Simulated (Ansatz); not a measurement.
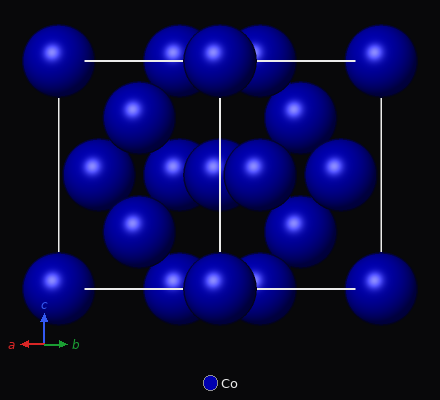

Co (Pm-3n, No. 223): the input geometry of an electronic-structure calculation (not necessarily at equilibrium); the starting structure was generated, so it need not be a known form of this composition.

```cif
data_structure
_symmetry_space_group_name_H-M 'Pm-3n'
_symmetry_Int_Tables_number 223
_cell_length_a 4.5103
_cell_length_b 4.5103
_cell_length_c 4.5103
_cell_angle_alpha 90.000
_cell_angle_beta 90.000
_cell_angle_gamma 90.000
_cell_volume 91.75
loop_
_atom_site_label
_atom_site_type_symbol
_atom_site_symmetry_multiplicity
_atom_site_Wyckoff_symbol
_atom_site_fract_x
_atom_site_fract_y
_atom_site_fract_z
_atom_site_occupancy
Co1 Co 2 a 0.00000 0.00000 0.00000 1
Co2 Co 6 c 0.25000 0.00000 0.50000 1
```

What will a Z-contrast image along [110] show? Simulation: incoherent imaging, intensity Z^1.6 per atom, probe width 0.50 Å, thin sample. The display is stretched by a gamma of 0.8; percentages refer to the linear signal. Shot noise was added.

The columns repeat on a rectangular net of 2.26 × 3.19 Å (plane group p2mm). All columns are alike (Co). The shortest distance between visible columns is 0.80 Å in projection. Along the beam the structure repeats every 6.38 Å.

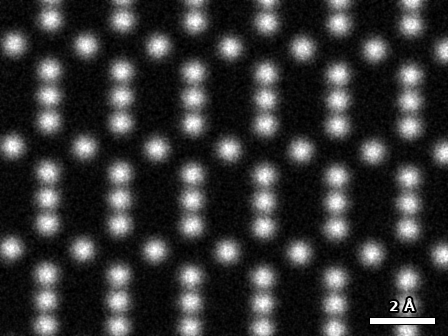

The simulated image.
